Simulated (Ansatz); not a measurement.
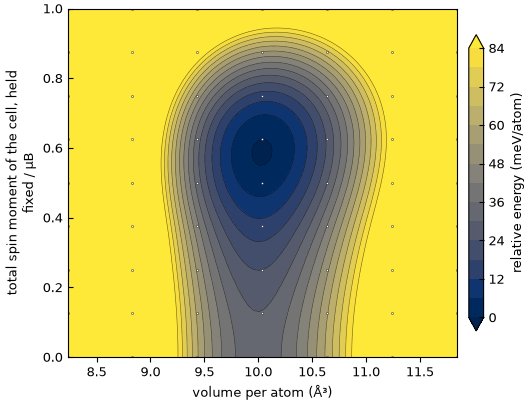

Ni (Fm-3m, No. 225; 1 atom in the cell). The energy is mapped over volume and a fixed ferromagnetic moment. Coordinates scanned: (1) volume per atom; (2) total spin moment of the cell, held fixed. Nothing is relaxed (shape and fractional coordinates fixed). The scan uses a 7 × 9 grid. Points are written as (first, second). All energies are given in meV/atom relative to the lowest grid point. The moment is held fixed and parallel; antiferromagnetic orders weren't tried. The electronic state followed may not be the lowest one. All numbers below come from DFT LDA, scalar-relativistic, plane waves, PAW (Ansatz). Settings: cutoff 520 eV, k-mesh 24×24×24, gaussian smearing 0.15 eV.

Drawn: filled contours, dots at the grid points, one colour for all values above the top of the scale. Between grid points the surface is interpolated.

Q: Where is the minimum, and how stiff is the well along each coordinate?

A: The interpolated minimum is at volume per atom ≈ 10.04 Å³, the second coordinate ≈ 0.588 μB. The curvatures there are about 0.16 eV/(Å³)² and 1 eV/(μB)², with a cross term of about −0.03 eV/(Å³·μB) (per cell of 1 atoms). Round the minimum the two coordinates are weakly coupled (coupling −0.09 in units of the two stiffnesses).

PAW datasets: the set soft_1.
